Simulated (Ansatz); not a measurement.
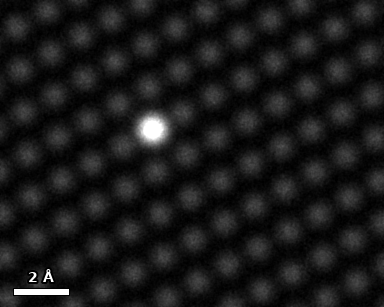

Dark-field STEM-like image of Ni (Im-3m, No. 229) along [210]. Simulated incoherent Z contrast: every atom adds Z^1.7 spread by a probe of 0.80 Å full width; channelling and multiple scattering are left out. The probe carries 15 % of its weight in a tail 2.5 times as wide. Shot noise was added.

The sample is 1 repeat (6.3 Å) thick. One point defect was put into the perfect crystal, without relaxing the atoms around it. Brightness is counted from the darkest point of the image. Host structure: the end point of a relaxation with DFT, RPBE, plane waves (420 eV) with PAW, scalar-relativistic (Ansatz); the starting structure was generated, so it need not be a known form of this composition.

### Where is the defect (in Å from the left and the top edge), and what does its contrast suggest?

At about 6 Å from the left and 5 Å from the top. The column is brighter, which points to a heavier atom. The column holds 1 atom (Ni) through the sample, and one Ni atom is replaced by Pt, so its peak rises to about 655 % of that of its equals.
